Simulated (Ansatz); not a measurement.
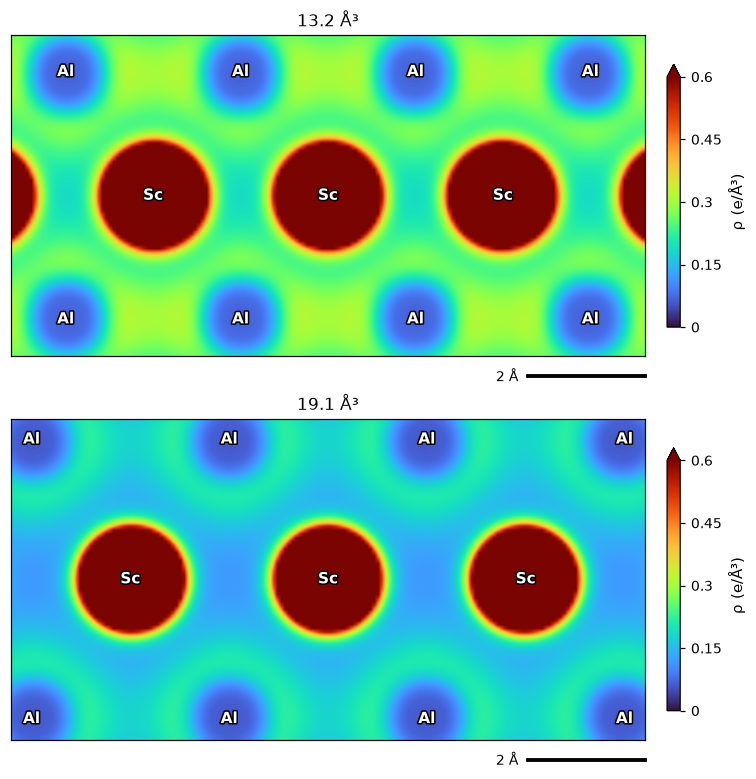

ScAl. The valence charge density (pseudo) of cells scaled evenly to different volumes (given per atom above each panel), on the (011) plane of each (indices in the axes of the cell below), at one length scale and on one colour scale.

A structure from a database of computed crystals, not necessarily the ambient phase.

Computed with DFT r2SCAN, scalar-relativistic, plane waves, PAW in Ansatz.

The density is the valence pseudo-density of a PAW calculation; it isn't the true density close to the nuclei.

The largest cell:

```
Sc Al
1.0
     3.36910    0.00000    0.00000
     0.00000    3.36910    0.00000
     0.00000    0.00000    3.36910
Sc Al
1 1
Direct
  0.50000 0.50000 0.50000
  0.00000 0.00000 0.00000
```

| volume (Å³/atom) | Sc–Al contact in the plane (Å) | ρ at its midpoint (e/Å³) | pressure (GPa) | 
| --- | --- | --- | --- |
| 13.25 | 2.582 | 0.242 | 60.0 | 
| 18.49 | 2.885 | ? | ? | 
| 19.12 | 2.918 | 0.161 | 0.0 | 

**Estimate the missing row, and compare with the calculation.**

Over the known rows ln ρ falls by 1.21 per Å of Sc–Al distance (the line through the two), which gives 0.168 e/Å³ at 2.885 Å; the calculation gives 0.167 e/Å³. For the pressure, a straight line in volume between the neighbouring rows gives 6.4 GPa; the calculation gives 3.0, lower because pressure rises ever faster on compression.
